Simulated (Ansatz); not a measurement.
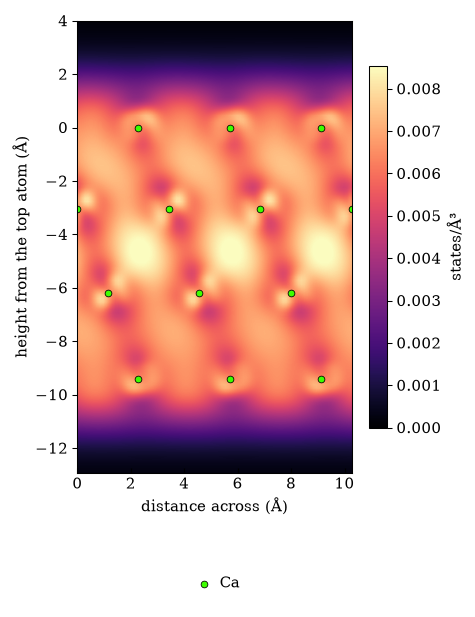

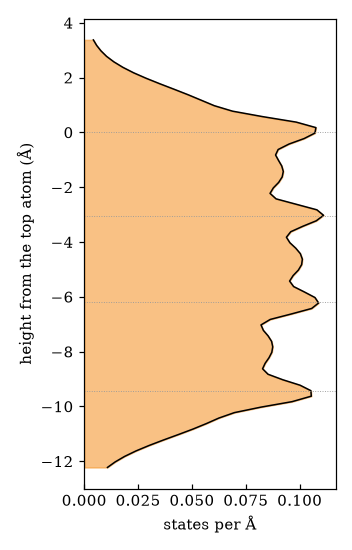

Density of all states between −0.25 and 0.00 eV (zero: the Fermi level) of Ca(111) (Fm-3m bulk, 4 atomic planes (those closer than 0.6 Å count as one), 9 Å): side view, averaged along the second cell vector, and the full density summed over planes, the part near the nuclei included (dotted lines mark the atomic planes).

The first picture shows the smooth PAW orbitals' density alone; the shares below count all of it.

Theory: DFT PBE, scalar-relativistic, plane waves, PAW (Ansatz). Cutoff 420 eV, 24 × 24 k-points, Gaussian smearing 0.1 eV, dipole correction. The slab is a cut without reconstruction beyond its cell, at the source's lattice constants, with its lower half held fixed and the rest relaxed. No spin polarisation. The run warns that the functional's potential is rough in the thin density of the vacuum, where the tip is; weak contrasts and barriers may feel it.

### Where in the slab do these states sit?

The window holds 1.2 states per cell. Shares by plane (space cut midway between planes), top to bottom: Ca 24 %, Ca 26 %, Ca 25 %, Ca 25 %; the outer planes' shares include the vacuum, and density in a gap between layers is shared out between the planes on either side. The states spread through the slab.
